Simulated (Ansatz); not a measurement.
Al$_{8}$N$_{9}$ (cell charge −1, with a compensating background) (cell with a defect)

Input file:

```
crystal:
  lattice:
    - [0.0, 0.0, 5.0180433219]
    - [-3.1302084199, -5.4216800216, 0.0]
    - [6.2604168399, 0.0, 0.0]
  atoms:
    - { symbol: Al, position: [0.4971363544, 0.3359143532, 0.1679571766] }
    - { symbol: Al, position: [0.5207632671, 0.3333333333, 0.6666666667] }
    - { symbol: Al, position: [0.4971363544, 0.8320428234, 0.1679571766] }
    - { symbol: Al, position: [0.4971363544, 0.8320428234, 0.6640856468] }
    - { symbol: Al, position: [1.0010501654, 0.1656560596, 0.8343439404] }
    - { symbol: Al, position: [1.0010501654, 0.1656560596, 0.3313121193] }
    - { symbol: Al, position: [1.0010501654, 0.6686878807, 0.8343439404] }
    - { symbol: Al, position: [0.996105829, 0.6666666667, 0.3333333333] }
    - { symbol: "N", position: [0.8702246861, 0.3443220993, 0.1721610496] }
    - { symbol: "N", position: [0.895379324, 0.3333333333, 0.6666666667] }
    - { symbol: "N", position: [0.8702246861, 0.8278389504, 0.1721610496] }
    - { symbol: "N", position: [0.8702246861, 0.8278389504, 0.6556779007] }
    - { symbol: "N", position: [0.3978605715, 0.1729546404, 0.8270453596] }
    - { symbol: "N", position: [0.3978605715, 0.1729546404, 0.3459092808] }
    - { symbol: "N", position: [0.3978605715, 0.6540907192, 0.8270453596] }
    - { symbol: "N", position: [0.3724610517, 0.6666666667, 0.3333333333] }
    - { symbol: "N", position: [0.1648085293, 0.0, 0.0] }
  host:
    lattice:
      - [3.1302084199, 0.0, 0.0]
      - [-1.56510421, 2.7108400108, 0.0]
      - [0.0, 0.0, 5.0180433219]
    atoms:
      - { symbol: Al, position: [0.6666666667, 0.3333333333, 0.4992342259] }
      - { symbol: Al, position: [0.3333333333, 0.6666666667, 0.9992342259] }
      - { symbol: "N", position: [0.6666666667, 0.3333333333, 0.8807657741] }
      - { symbol: "N", position: [0.3333333333, 0.6666666667, 0.3807657741] }
total_charge: -1
basis:
  ecutwfc: 420
  xc_grid: 2
kpoints:
  mp_grid: { grid: [4, 4, 4], shift: [0.0, 0.0, 0.0] }
hamiltonian:
  xc: pbe
scf:
  occupations: { method: gaussian, width: 0.01 }
output:
  forces: true
  stress: false
  eigenvalues: true
  charged_corrections:
    defect_position: [0.20833333, 0.0, 0.0]
    epsilon: [[8.2944, 0.0, 0.0], [0.0, 8.2944, 0.0], [0.0, 0.0, 9.8365]]
  write_density: true
  write_potential: true
  elf: true
  volumetric_format: npy
relax:
  adjacent_minimum: "off"
  f_tol: 0.025
  max_steps: 45
```

Command:

```sh
ansatz run input.yaml --threads 4 --pin off --max-ram 8192MiB --backend cpu --events-out ev --progress --plain --runs-dir out
```

The fields are those of the relaxed geometry.

Theory: Ansatz, DFT PBE, scalar-relativistic, plane waves, PAW.

The density is the valence pseudo-density of a PAW calculation; it isn't the true density close to the nuclei.

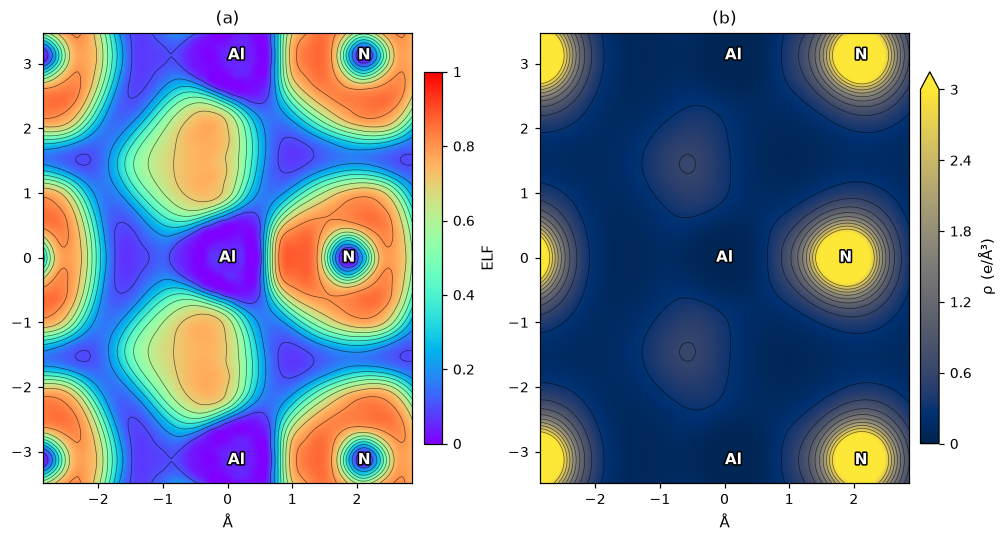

Figure 1. (a) ELF; (b) valence charge density (pseudo) on the (010) plane of the calculation cell.

**What do the fields say about this system?**

The plane passes through Al and N nuclei.
Atoms just off the plane (Al, 0.9 Å away and N, 0.9 Å away) can leave unmarked features too.
Al–N (1.88 Å): ρ is about 0.71 e/Å³ halfway; the ELF peaks at about 0.90 between the atoms.
Al–N (1.98 Å): ρ is about 0.58 e/Å³ halfway; the ELF peaks at about 0.85 in the valence shell of N, 0.7 Å from its nucleus, and is about 0.85 at the midpoint.
Between the atoms the lowest density in this plane is 0.08 e/Å³.

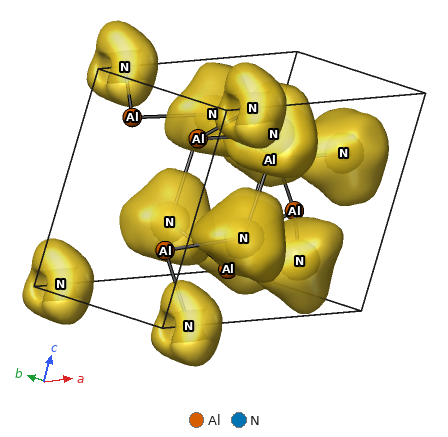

Figure 2. Isosurface of the ELF at 0.7 (yellow), seen slightly off an axis. Core shells and regions of very low density are left out. Sticks mark near contacts.

**What do the ELF domains correspond to?**

The surface consists of nine regions on N in which the atom's valence shell and bonds are merged, counted in one cell of 17 atoms. Regions shared between cells count once. Along the contacts the grid gives the following. Al–N (1.83 Å): the ELF peaks at about 0.90 in the valence shell of N, 0.8 Å from its nucleus, and is about 0.85 at the midpoint.

**Does the calculation make it a metal, or give it a gap?**

It is gapless in this calculation (a metal or semimetal).
